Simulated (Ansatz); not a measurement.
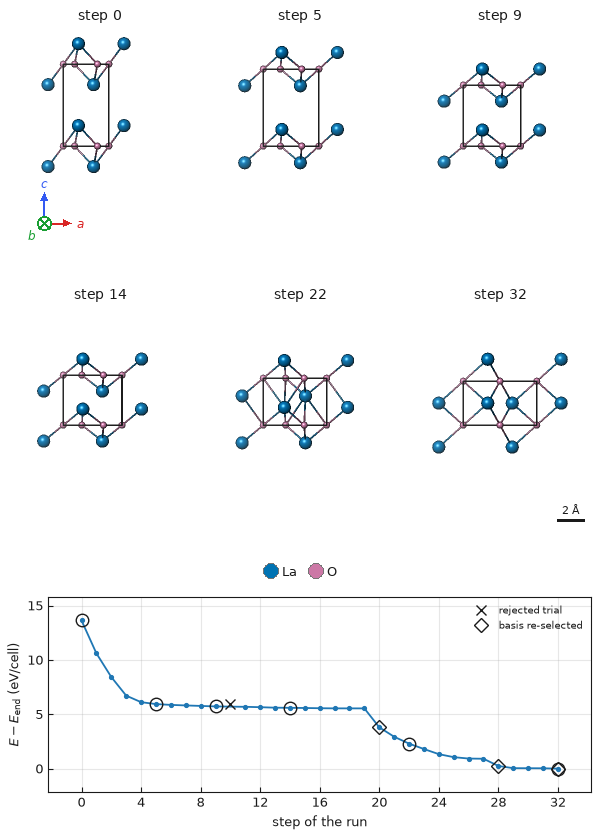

Frames of a relaxation of crystalline La$_{2}$O$_{3}$ (set up in P321) (coarse preliminary run), marked on the history of the run. A ball-and-stick model of the cell of the calculation, seen along the b axis.

Computed with DFT PBE, scalar-relativistic, plane waves, PAW (Ansatz). Set-up: plane-wave cutoff 420 eV; k-point mesh 6 × 6 × 4; occupations gaussian; smearing width 0.1 eV; no spin polarisation; cell and atoms relaxed; force threshold 0.05 eV/Å; at most 80 steps.

Describe the path.

Answer. Over 28 accepted moves (32 points after the start) the energy falls by 13.630 eV per cell of the calculation. The largest force component goes from 7.7 to 0.0003 eV/Å. The pressure goes from 39.57 to 0.23 GPa. The line search rejected the trial step at point 10 of the run. At 3 points the geometry stayed and the basis and grid were re-selected for the new cell (energy shift of 1.738 eV per cell of the calculation at most each time). The largest moves relative to the cell, 1.59 Å, are those of O atoms. Largest moves by element: O 1.59 Å, La 0.82 Å. Cell: a = b 3.943 → 6.356 Å (+61.2 %), c 6.140 → 3.291 Å (−46.4 %). Volume +39.3 %. Near-neighbour distances that change, for instance: O–O 1.707 → 5.504 Å, La–La 6.140 → 3.291 Å, La–O 4.845 → 2.465 Å, La–O 2.150 → 2.465 Å. New bonds form: La–O (4.85 → 2.46 Å). Among the angles between lasting bonds that change: La–O–La 125.4° → 180.0°, O–La–O 74.7° → 80.3°. The space group (tolerance 0.01 Å) goes from P321 (No. 150) to P6/mmm (No. 191). The run took 39 s on 8 threads of Arm Neoverse V1, with other jobs on the host, peak memory 0.55 GiB. From step 0 to 5: O atoms move most (0.28 Å), volume +39.9 %, energy −7.693 eV per cell of the calculation. From step 5 to 9: La atoms move most (0.22 Å), volume −15.8 %, energy −0.216 eV per cell of the calculation. From step 9 to 14: La atoms move most (0.21 Å), volume −13.9 %, energy −0.128 eV per cell of the calculation. From step 14 to 22: La and O atoms move most (0.20 Å), volume +9.0 %, energy −3.294 eV per cell of the calculation. From step 22 to 32: O atoms move most (0.93 Å), volume +26.0 %, energy −2.300 eV per cell of the calculation.

```tsv
step	E − E(0), meV/atom	largest force component, eV/Å	pressure, GPa	volume, Å³/atom	note
0	0.00	7.6563	39.57	16.536	
1	-605.17	4.4629	17.73	18.524	
2	-1040.80	2.8707	8.42	20.541	
3	-1382.77	1.1823	5.39	22.284	
4	-1503.33	1.0884	4.90	23.340	
5	-1538.51	0.4918	1.41	23.134	
6	-1553.37	0.2822	0.15	22.462	
7	-1563.42	0.2470	0.11	21.533	
8	-1572.33	0.3197	0.61	20.518	
9	-1581.66	0.5037	1.44	19.482	
10	-1545.25	2.3440	-6.10	18.811	rejected
11	-1588.86	0.0832	-0.68	19.082	
12	-1595.72	0.0774	-0.15	18.505	
13	-1604.78	0.4677	1.35	17.733	
15	-1610.43	0.3450	-0.42	17.476	
16	-1614.84	0.1437	0.56	17.055	
17	-1617.37	0.2061	0.75	16.579	
18	-1617.61	0.0540	-0.30	16.703	
19	-1617.76	0.0030	0.03	16.677	
20	-1965.46	0.1067	16.38	16.677	same geometry, new basis
22	-2265.95	0.2668	7.68	18.277	
23	-2365.35	0.4392	5.91	19.067	
24	-2459.62	0.5319	3.41	20.081	
25	-2514.75	0.3716	-0.17	21.074	
26	-2540.68	0.1658	1.58	21.097	
27	-2544.18	0.0104	-0.15	21.424	
29	-2717.52	0.0032	1.95	22.513	
30	-2718.63	0.0024	-0.54	23.222	
31	-2719.77	0.0003	0.09	23.028	
32	-2725.93	0.0003	0.23	23.028	same geometry, new basis
```
